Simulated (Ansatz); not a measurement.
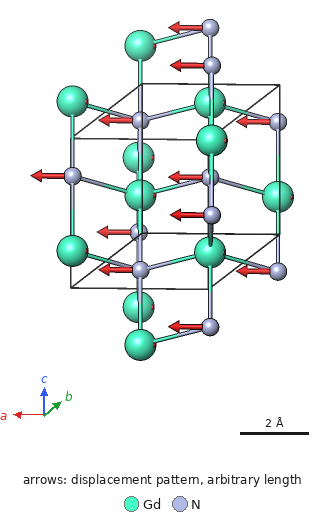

Normal modes of a crystal of GdN (a generated structure), space group P6₃/mmc (No. 194), at the zone centre. The optical levels lie at 103i, 131 (×2), 159, 315, 379 (×2), 380 (×2) cm⁻¹. One mode is drawn. The red arrows are the displacements of the atoms (eigenvector over the root of the mass), of arbitrary overall length and sign. The picture is a ball-and-stick view of the cell of the calculation, seen from a free direction.

Level of theory: DFT PBE, scalar-relativistic, plane waves, PAW in Ansatz. (plane-wave cutoff 420 eV; k-point mesh 12 × 12 × 6; occupations gaussian; smearing width 0.02 eV; collinear spin)

Frequencies are those without the non-analytic (LO–TO) term.

### Which of these frequencies is the drawn mode's?

The level at 380 cm⁻¹. This is the E₁u mode (doubly degenerate; one member of the set is drawn), the highest optical level (1 lower level is imaginary, so the structure is unstable), infrared-active by symmetry. The N sublattice moves against the Gd sublattice, along a; it stretches the shortest Gd–N bonds (2.36 Å); the kinetic energy is shared as N 92 %, Gd 8 %. Its infrared intensity is 79 (D/Å)²/amu for the set.
